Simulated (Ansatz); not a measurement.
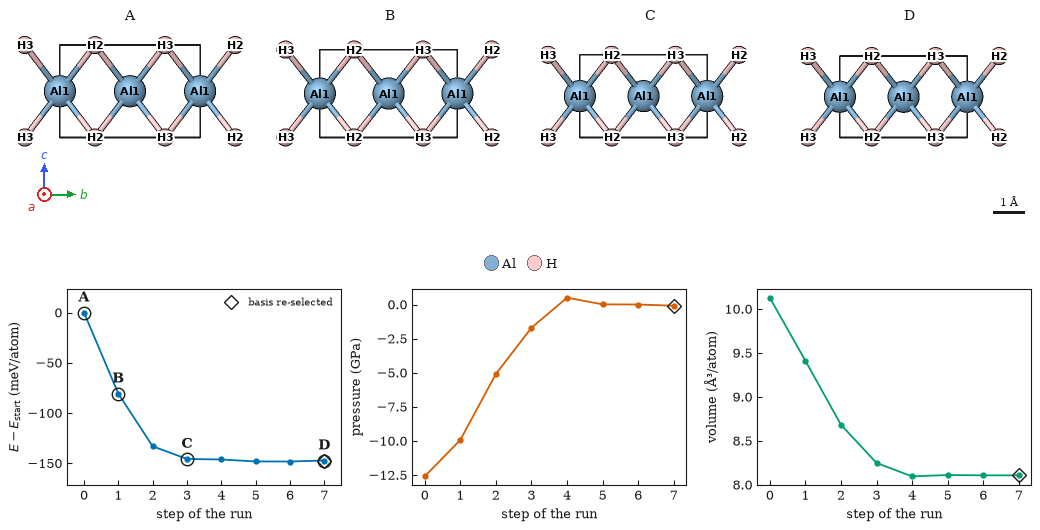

Frames of a relaxation of crystalline AlH$_{2}$ (a generated structure, set up in Cmmm) (coarse preliminary run), marked on the history of the run. A ball-and-stick model of the conventional cell (2 times the calculation's cell), seen along the a axis. Lengths and directions refer to the drawn axes.

Computed with DFT PBE, scalar-relativistic, plane waves, PAW in Ansatz.

Input
```yaml
crystal:
  lattice:
    - [2.11770872, -2.3327764, 0.0]
    - [2.11770872, 2.3327764, 0.0]
    - [0.0, 0.0, 3.07540528]
  atoms:
    - { symbol: Al, position: [0.0, 0.0, 0.5] }
    - { symbol: H, position: [0.0, 0.5, 0.0] }
    - { symbol: H, position: [0.5, 0.0, 0.0] }
basis:
  ecutwfc: 420
kpoints:
  mp_grid: { grid: [6, 6, 6] }
hamiltonian:
  xc: pbe
scf:
  occupations: { method: gaussian, width: 0.1 }
  lower_state_search: "off"
output:
  forces: true
  stress: true
  eigenvalues: true
relax:
  adjacent_minimum: "off"
  f_tol: 0.04
  max_steps: 70
  cell: { stress_tol: 0.4 }
```

Run as
```bash
ansatz run input.yaml --threads 1 --pin off --max-ram 2560MiB --backend cpu --events-out ev --progress --plain --runs-dir out
```

What happens along the run?

Answer. The atoms keep their places relative to the cell (all moves are under 0.005 Å). The volume changes by −20.0 %, with a 4.235 → 4.237 Å (0.0 %), b 4.666 → 4.238 Å (−9.2 %), c 3.075 → 2.709 Å (−11.9 %). Among the contacts that change: Al1–H2 2.201 → 2.020 Å. The space group (tolerance 0.01 Å) goes from Cmmm (No. 65) to P4/mmm (No. 123). The energy falls by 147 meV per atom in 6 accepted moves (7 points after the start). All forces vanish by symmetry, so only the cell relaxes. The pressure goes from −12.60 to −0.09 GPa. At 1 point the geometry stayed and the basis and grid were re-selected for the new cell (energy shift of 1.0 meV per atom at most each time). From step 0 to 1: volume −7.1 %, energy −80.6 meV per atom. From step 1 to 3: volume −12.4 %, energy −65.0 meV per atom. From step 3 to 7: volume −1.7 %, energy −1.6 meV per atom.

| step | E − E(0), meV/atom | pressure, GPa | volume, Å³/atom | note |
| --- | --- | --- | --- | --- |
| 0 | 0.00 | -12.60 | 10.129 |  |
| 1 | -80.64 | -9.93 | 9.412 |  |
| 2 | -133.08 | -5.09 | 8.683 |  |
| 3 | -145.69 | -1.71 | 8.249 |  |
| 4 | -146.22 | 0.50 | 8.096 |  |
| 5 | -148.18 | 0.01 | 8.111 |  |
| 6 | -148.22 | 0.00 | 8.108 |  |
| 7 | -147.24 | -0.09 | 8.108 | same geometry, new basis |
